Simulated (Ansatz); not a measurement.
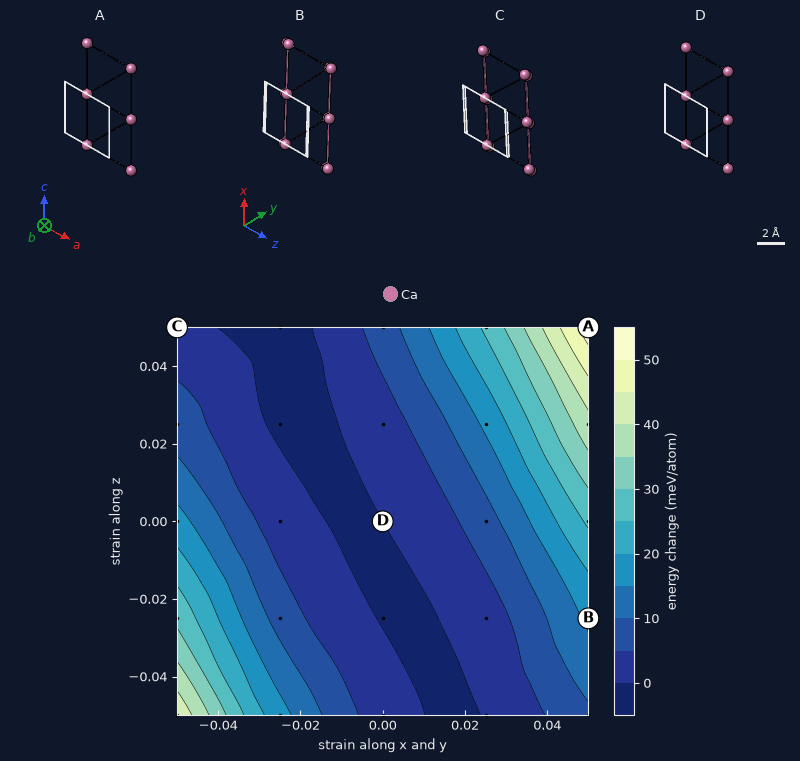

A scan of crystalline Ca (I4/mmm): the cell is strained equally along x and y and separately along z, with the atoms kept at their fractional coordinates. x, y and z are the Cartesian axes of the input. The map is interpolated between the computed points (dots). The lettered frames are marked on it. Style: ball-and-stick. Shown: the cell of the calculation, repeated 2 × 2 × 2 with one cell outlined, along the b axis.

Theory: DFT PBE, scalar-relativistic, plane waves, PAW (Ansatz). Set-up: plane-wave cutoff 420 eV; k-point mesh 16 × 16 × 16; occupations gaussian; smearing width 0.15 eV; no spin polarisation. Energies (free energies at the smearing named) are counted from the cell as listed in its source, which wasn't relaxed.

Question: Describe the energy landscape.

Answer: In pairs of (strain along x and y; strain along z): the lowest computed point lies at (−0.025, 0.050) (−1.2 meV/atom), the highest at (0.050, 0.050) (52.7 meV/atom). It lies on the edge of the grid, so the true minimum may be outside the range scanned. The pressure runs from −2.1 GPa at (0.050, 0.050) to 2.8 GPa at (−0.050, −0.050). The frames lie at A (0.050, 0.050): 52.7 meV/atom, B (0.050, −0.025): 15.9 meV/atom, C (−0.050, 0.050): 1.2 meV/atom, D (0.000, 0.000): 0.0 meV/atom.
